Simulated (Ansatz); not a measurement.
## Al$_{32}$N$_{31}$ (charge +1): geometry relaxation (part 4 of 4)

The same run, continued: Al$_{32}$N$_{31}$ (defect cell, 63 atoms in the cell, total charge +1); DFT PBE, scalar-relativistic, plane waves, PAW, no spin polarisation (Ansatz 0.2.0); cutoff 420 eV, 2×2×2 k-mesh, Gaussian smearing of 0.01 eV. The structure derives from an entry of the Crystallography Open Database.

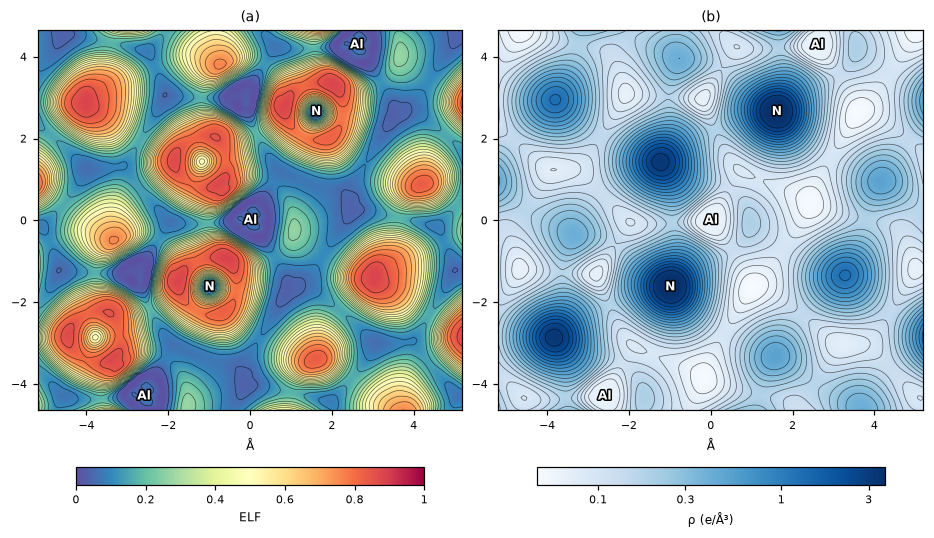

(a) electron localisation function; (b) valence pseudo-density on the (001) plane of the calculation cell. The section cuts through Al and N sites. Al–N (1.91 Å): ρ at the midpoint is about 0.66 e/Å³; the ELF peaks at about 0.90 between the atoms, which marks a polar covalent bond. Away from the nuclei the density in this plane falls to 0.05 e/Å³ at its lowest.

Key numbers

```json
{"quantity": "outcome", "value": "converged"}
{"quantity": "electrons treated", "value": "250"}
{"quantity": "free energy", "value": "−29196.7112 eV"}
{"quantity": "Fermi energy", "value": "8.982 eV"}
{"quantity": "gap on the k-point mesh", "value": "3.52 eV"}
{"quantity": "final volume", "value": "681.29 Å³"}
{"quantity": "largest force (length of the vector) at the end", "value": "0.014 eV/Å"}
{"quantity": "wall time", "value": "62 s (CPU time 7.3 min)"}
{"quantity": "peak memory", "value": "2.6 GiB"}
```

The cell is charged and computed with a neutralising background, so its energy and pressure depend on the cell and aren't those of a real crystal.
